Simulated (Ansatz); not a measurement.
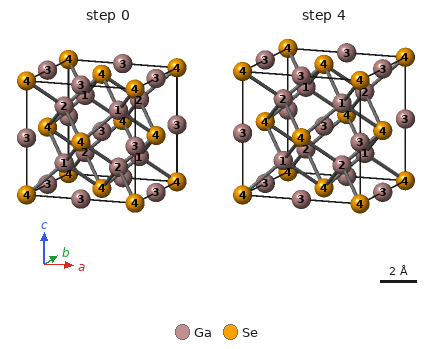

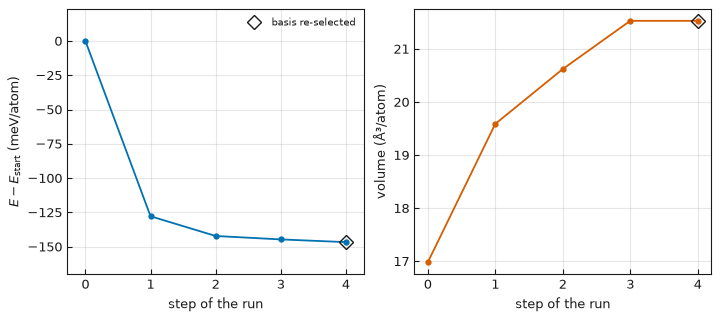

First and last geometry of a relaxation of crystalline Ga3Se (a generated structure, set up in Fm-3m) (coarse preliminary run), with the history of the run. Style: ball-and-stick. Shown: the conventional cell (4 times the calculation's cell), slightly off an axis. Lengths and directions refer to the drawn axes.

Theory: DFT PBE, scalar-relativistic, plane waves, PAW in Ansatz 0.2.0. Set-up: plane-wave cutoff 420 eV; k-point mesh 6 × 6 × 6; occupations gaussian; smearing width 0.1 eV; no spin polarisation; cell and atoms relaxed; force threshold 0.04 eV/Å; at most 70 steps.

Q: Read the history and describe the run.

A: It converged. The atoms keep their places relative to the cell (all moves are under 0.005 Å). The drawn cell changes as follows: a = b = c 6.477 → 7.010 Å (+8.2 %); the volume changes by +26.8 %. Some distances before and after: Ga1–Se4 2.805 → 3.035 Å. The space group stays Fm-3m (No. 225). Over 3 accepted moves (4 points after the start) the energy falls by 147 meV per atom. All forces vanish by symmetry, so only the cell relaxes. Pressure: 13.61 GPa at the start and −0.11 GPa at the end. At 1 point the geometry stayed and the basis and grid were re-selected for the new cell (energy shift of 2.0 meV per atom at most each time).

```json
{"step": "0", "E − E(0), meV/atom": "0.00", "pressure, GPa": "13.61", "volume, Å³/atom": "16.981", "note": ""}
{"step": "1", "E − E(0), meV/atom": "-127.80", "pressure, GPa": "3.35", "volume, Å³/atom": "19.588", "note": ""}
{"step": "2", "E − E(0), meV/atom": "-142.20", "pressure, GPa": "1.28", "volume, Å³/atom": "20.621", "note": ""}
{"step": "3", "E − E(0), meV/atom": "-144.69", "pressure, GPa": "-0.31", "volume, Å³/atom": "21.529", "note": ""}
{"step": "4", "E − E(0), meV/atom": "-146.68", "pressure, GPa": "-0.11", "volume, Å³/atom": "21.529", "note": "same geometry, new basis"}
```
